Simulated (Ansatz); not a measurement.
## Two runs on Hf$_{3}$N$_{2}$

System: Hf$_{3}$N$_{2}$ (R-3m, 5 atoms in the cell).
Method of the first run: DFT LDA, scalar-relativistic, plane waves, PAW, no spin polarisation (Ansatz 0.2.0).

The structure derives from a Materials Project entry. Text and figures count atoms from 1; the logs count them from 0 in places.

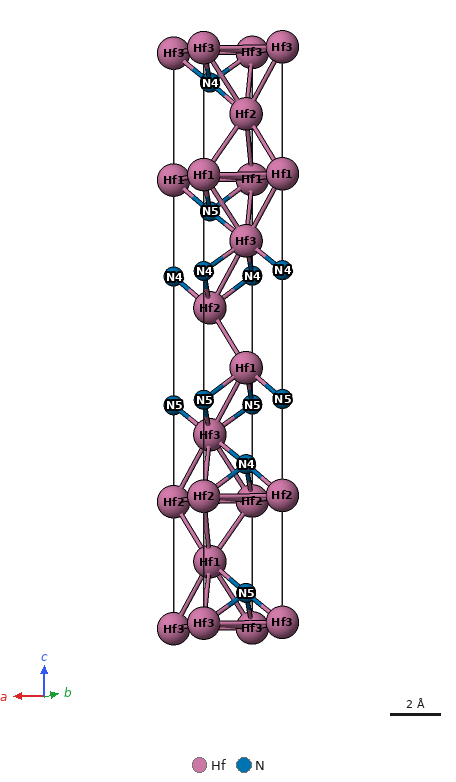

**Figure 1.** The structure as given in the input (ball-and-stick view of the cell 3 times as large as that of the calculation, set on its symmetry axes, seen at an oblique angle; atoms are numbered from 1 in the order of the input). An atom can appear more than once, as a periodic image. Near neighbours in the periodic cell (some may lie outside the picture): Hf has 12 Hf at 3.12 to 3.21 Å and 3 N at 2.29 Å; Hf has 12 Hf at 3.20 to 3.21 Å and 6 N at 2.24 Å; N has 6 Hf at 2.24 to 2.29 Å.

Input, the first run:
```yaml
crystal:
  lattice:
    - [1.5994260774, 0.9234290764, 7.7548432223]
    - [-1.5994260774, 0.9234290764, 7.7548432223]
    - [0.0, -1.8468581527, 7.7548432223]
  atoms:
    - { symbol: Hf, position: [0.77941866, 0.77941866, 0.77941866] }
    - { symbol: Hf, position: [0.22058134, 0.22058134, 0.22058134] }
    - { symbol: Hf, position: [0.0, 0.0, 0.0] }
    - { symbol: "N", position: [0.61191553, 0.61191553, 0.61191553] }
    - { symbol: "N", position: [0.38808447, 0.38808447, 0.38808447] }
basis:
  ecutwfc: 420
kpoints:
  mp_grid: { grid: [12, 12, 12] }
hamiltonian:
  xc: lda
scf:
  occupations: { method: gaussian, width: 0.1 }
output:
  forces: true
  stress: true
  eigenvalues: true
```

Command:
```bash
ansatz run input.yaml --threads 1 --pin off --max-ram 2560MiB --backend cpu --events-out ev --progress --plain --runs-dir out
```

Hardware: 1 thread of Arm Neoverse V1, 24 GiB of memory available, shared host.

Output, shortened to warnings, some set-up lines, iterations and results (the first run):
```
Basis set: ecut = 420 eV, 1351 PW (Γ), FFT grids on a1−a3, a2−a3, a3
Symmetry: 12 space group operations
k-points: 189 of 1728
Initial density: superposition of atomic densities (neutral atoms: chi_scale 0, normalization atom), corrected by the library's trained network
[...]
SCF iter   1: F=—  HF=-47186.424058 eV  |F-HF|=—  |Δ(HF+E_count)|=         —  Δρ=1.00e-2  dr2=3.16e-1  ethr=1.77e-3  ⟨swp⟩=4.7  Hψ=29346  notcnv=0  defer=54
SCF iter   2: F=—  HF=-47186.399289 eV  |F-HF|=—  |Δ(HF+E_count)|=   2.48e-2  Δρ=5.30e-3  dr2=1.09e-1  ethr=3.59e-4  ⟨swp⟩=1.0  Hψ=11542  notcnv=0  defer=114
SCF iter   3: F=—  HF=-47186.390601 eV  |F-HF|=—  |Δ(HF+E_count)|=   8.69e-3  Δρ=2.27e-3  dr2=1.73e-2  ethr=1.24e-4  ⟨swp⟩=2.0  Hψ=13433  notcnv=0  defer=114
SCF iter   4: F=—  HF=-47186.385224 eV  |F-HF|=—  |Δ(HF+E_count)|=   5.38e-3  Δρ=8.90e-4  dr2=1.46e-3  ethr=1.97e-5  ⟨swp⟩=2.0  Hψ=13681  notcnv=0  defer=114
SCF iter   5: F=—  HF=-47186.385068 eV  |F-HF|=—  |Δ(HF+E_count)|=   1.55e-4  Δρ=4.89e-4  dr2=2.09e-4  ethr=1.66e-6  ⟨swp⟩=2.1  Hψ=17485  notcnv=0  defer=114
SCF iter   6: F=—  HF=-47186.385061 eV  |F-HF|=—  |Δ(HF+E_count)|=   7.36e-6  Δρ=2.38e-4  dr2=3.68e-5  ethr=2.38e-7  ⟨swp⟩=2.7  Hψ=18007  notcnv=0  defer=114
SCF iter   7: F=—  HF=-47186.384975 eV  |F-HF|=—  |Δ(HF+E_count)|=   8.57e-5  Δρ=6.87e-5  dr2=8.31e-6  ethr=4.19e-8  ⟨swp⟩=3.0  Hψ=19394  notcnv=0  defer=610
SCF iter   8: F=—  HF=-47186.384978 eV  |F-HF|=—  |Δ(HF+E_count)|=   3.10e-6  Δρ=4.36e-5  dr2=1.97e-6  ethr=9.44e-9  ⟨swp⟩=2.1  Hψ=17776  notcnv=0  defer=620
SCF iter   9: F=—  HF=-47186.384977 eV  |F-HF|=—  |Δ(HF+E_count)|=   1.22e-6  Δρ=1.98e-5  dr2=2.27e-7  ethr=2.23e-9  ⟨swp⟩=2.2  Hψ=17619  notcnv=0  defer=626
SCF iter  10: F=-47186.384977 eV  HF=-47186.384977 eV  |F-HF|=5.24e-8  |Δ(HF+E_count)|=   1.90e-7  Δρ=6.81e-6  dr2=3.59e-8  ethr=1.14e-10  ⟨swp⟩=11.0  Hψ=50036  notcnv=0
SCF 1 converged in 10 iterations: F = -47186.384977 eV  dr2 = 3.59e-8
SCF converged after 10 iterations
Free energy (F): -47186.384977 eV
Harris-Foulkes:  -47186.384977 eV  (|F-HF|=5.24e-8)
Internal energy: -47186.377927 eV  (E = F + TS)
E sigma→0 (E₀):  -47186.381452 eV
Entropy (-TS):   -0.007050 eV (-1.410 meV/atom)
Fermi energy:    21.599501 eV
--- Per-component energies (eV) ---
  E_band       = 346.618745
  E_kinetic    = 1535.452464
  E_local      = -14694.192937  (includes V_loc(G=0)·N_el)
  E_nonlocal   = -3603.930930
  E_hartree    = 6930.188379
  E_xc         = -1013.987109
  E_vxc        = -955.011125  (∫ρ·V_xc dr)
  E_paw        = -20293.310461  (= ΣΔE_a)
  E_vpaw       = 4203.930889  (= ΣTr[D̂ρ^β])
  E_aug_tail   = 0.000179  (compensation charges beyond the density's cutoff)
  E_ewald      = -16054.129329
  E_core_change = 7.531816  (= ΣΔE_core)
  E_smearing   = -0.007050  (= −TS)
  E_closure    = 0.000000  (closes the sum)
  Σ components = -47186.384977   (vs F -47186.384977, Δ=0.00e0)
--- Forces (eV/Å), atoms counted from 1 ---
  atom   1  Hf    -0.00000000    -0.00000000    -0.37114300
  atom   2  Hf    -0.00000000     0.00000000     0.37114300
  atom   3  Hf    -0.00000000    -0.00000000    -0.00000000
  atom   4  N      0.00000000    -0.00000000    -0.23048619
  atom   5  N     -0.00000000     0.00000000     0.23048619
  max |Σ_I F_I| component: 8.33e-17 eV/Å
--- Stress (GPa, compression-positive) ---
       -7.371033       0.000000      -0.000000
        0.000000      -7.371033      -0.000000
       -0.000000      -0.000000      -8.239677
  P = ⅓ Tr σ = -7.6606 GPa (-76.606 kbar)
```

For the second run the input was changed thus:
```diff
-  ecutwfc: 420
+  ecutwfc: 500
-  xc: lda
+  xc: r2scan
```

Predict how the results change.

The total energies belong to different methods, so their difference says nothing on which is more stable or more accurate. The pressure goes from −7.66 to 1.99 GPa. The largest force goes from 0.371 to 0.131 eV/Å. The functional changes from LDA to r2SCAN. The SCF takes 11 iterations against 10. The plane waves at Γ go from 1351 to 1733. On the same kind of shared host the second run took about 2.5 times as long.

Output, shortened to warnings, some set-up lines, iterations and results (the second run):
```
Basis set: ecut = 500 eV, 1733 PW (Γ), FFT grids on a1−a3, a2−a3, a3, exchange–correlation on 96×96×240 points (64 copies of the dense FFT grid, shifted against one another)
Symmetry: 12 space group operations
k-points: 189 of 1728
Initial density: superposition of atomic densities (neutral atoms: chi_scale 0, normalization atom), corrected by the library's trained network
[...]
SCF iter   1: F=—  HF=-47976.792352 eV  |F-HF|=—  |Δ(HF+E_count)|=         —  Δρ=1.45e-2  dr2=5.25e-1  dr2_τ=2.80e-1  ethr=1.77e-3  ⟨swp⟩=4.7  Hψ=29740  notcnv=0  defer=70
SCF iter   2: F=—  HF=-47976.874171 eV  |F-HF|=—  |Δ(HF+E_count)|=   8.18e-2  Δρ=9.28e-3  dr2=2.55e-1  dr2_τ=3.75e-3  ethr=5.97e-4  ⟨swp⟩=2.0  Hψ=17979  notcnv=0  defer=660
SCF iter   3: F=—  HF=-47976.861627 eV  |F-HF|=—  |Δ(HF+E_count)|=   1.25e-2  Δρ=5.65e-3  dr2=1.15e-1  dr2_τ=1.42e-3  ethr=2.90e-4  ⟨swp⟩=2.1  Hψ=14429  notcnv=0  defer=660
SCF iter   4: F=—  HF=-47976.853087 eV  |F-HF|=—  |Δ(HF+E_count)|=   8.54e-3  Δρ=1.92e-3  dr2=7.98e-3  dr2_τ=1.65e-4  ethr=1.31e-4  ⟨swp⟩=2.0  Hψ=11809  notcnv=0  defer=660
SCF iter   5: F=—  HF=-47976.852347 eV  |F-HF|=—  |Δ(HF+E_count)|=   7.39e-4  Δρ=7.94e-4  dr2=8.90e-4  dr2_τ=4.69e-5  ethr=9.07e-6  ⟨swp⟩=2.0  Hψ=13855  notcnv=0  defer=660
SCF iter   6: F=—  HF=-47976.852554 eV  |F-HF|=—  |Δ(HF+E_count)|=   2.06e-4  Δρ=5.99e-4  dr2=3.29e-4  dr2_τ=4.05e-5  ethr=1.01e-6  ⟨swp⟩=2.0  Hψ=17714  notcnv=0  defer=660
SCF iter   7: F=—  HF=-47976.852181 eV  |F-HF|=—  |Δ(HF+E_count)|=   3.73e-4  Δρ=2.23e-4  dr2=4.23e-5  dr2_τ=4.42e-6  ethr=3.74e-7  ⟨swp⟩=2.0  Hψ=17630  notcnv=0  defer=660
SCF iter   8: F=—  HF=-47976.852196 eV  |F-HF|=—  |Δ(HF+E_count)|=   1.54e-5  Δρ=1.09e-4  dr2=1.13e-5  dr2_τ=1.12e-6  ethr=4.80e-8  ⟨swp⟩=2.0  Hψ=18330  notcnv=0  defer=660
SCF iter   9: F=—  HF=-47976.852195 eV  |F-HF|=—  |Δ(HF+E_count)|=   1.23e-6  Δρ=2.97e-5  dr2=7.50e-7  dr2_τ=1.24e-7  ethr=1.29e-8  ⟨swp⟩=2.0  Hψ=15405  notcnv=0  defer=660
SCF iter  10: F=—  HF=-47976.852195 eV  |F-HF|=—  |Δ(HF+E_count)|=   1.66e-7  Δρ=1.03e-5  dr2=1.02e-7  dr2_τ=1.81e-9  ethr=8.53e-10  ⟨swp⟩=2.0  Hψ=17680  notcnv=0  defer=660
SCF iter  11: F=-47976.852195 eV  HF=-47976.852195 eV  |F-HF|=3.59e-9  |Δ(HF+E_count)|=  6.18e-10  Δρ=2.51e-6  dr2=6.13e-9  dr2_τ=3.69e-10  ethr=1.14e-10  ⟨swp⟩=9.8  Hψ=42465 …
SCF 1 converged in 11 iterations: F = -47976.852195 eV  dr2 = 6.13e-9
SCF converged after 11 iterations
Free energy (F): -47976.852195 eV
Harris-Foulkes:  -47976.852195 eV  (|F-HF|=3.59e-9)
Internal energy: -47976.846312 eV  (E = F + TS)
E sigma→0 (E₀):  -47976.849254 eV
Entropy (-TS):   -0.005883 eV (-1.177 meV/atom)
Fermi energy:    22.041999 eV
--- Per-component energies (eV) ---
  E_band       = 323.261475
  E_kinetic    = 1538.514700
  E_local      = -14656.155740  (includes V_loc(G=0)·N_el)
  E_nonlocal   = -3654.877848
  E_hartree    = 6936.257447
  E_xc         = -972.958593
  E_vxc        = -1053.331857  (∫ρ·V_xc dr)
  E_paw        = -21114.402418  (= ΣΔE_a)
  E_vpaw       = 4223.921035  (= ΣTr[D̂ρ^β])
  E_aug_tail   = 0.000032  (compensation charges beyond the density's cutoff)
  E_vtau       = 52.672302  (kinetic-family band-sum trace: ∫τ·v_τ [+ j·A + Jᵃ·Aᵃ] dr)
  E_ewald      = -16054.129329
  E_core_change = 0.905436  (= ΣΔE_core)
  E_smearing   = -0.005883  (= −TS)
  E_closure    = 0.000000  (closes the sum)
  Σ components = -47976.852195   (vs F -47976.852195, Δ=0.00e0)
--- Forces (eV/Å), atoms counted from 1 ---
  atom   1  Hf     0.00000000     0.00000000     0.13091517
  atom   2  Hf     0.00000000    -0.00000000    -0.13091517
  atom   3  Hf    -0.00000000     0.00000000     0.00000000
  atom   4  N      0.00000000     0.00000000     0.04117033
  atom   5  N      0.00000000    -0.00000000    -0.04117033
  max |Σ_I F_I| component: 3.47e-17 eV/Å
--- Stress (GPa, compression-positive) ---
        2.140428       0.000000      -0.000000
        0.000000       2.140428      -0.000000
       -0.000000      -0.000000       1.699947
  P = ⅓ Tr σ = 1.9936 GPa (19.936 kbar)
```

The two runs side by side:

| quantity | the first run | the second run |
| --- | --- | --- |
| outcome | converged | converged |
| free energy per atom (eV) | −9437.2770 | −9595.3704 |
| energy per atom, smearing taken to zero (eV) | −9437.2763 | −9595.3699 |
| gap on the mesh (eV) | 0.00 | 0.00 |
| pressure (GPa) | −7.66 | 1.99 |
| largest force (eV/Å) | 0.371 | 0.131 |
| SCF iterations | 10 | 11 |
| irreducible k-points | 189 | 189 |
| plane waves at Γ | 1351 | 1733 |
| wall time (shared host) | 43 s | 1.8 min |

For both runs: Spin–orbit coupling is left out, which matters for Hf. For the first run: The cell is under a tension of 7.7 GPa at this level, so it is not at its equilibrium volume.
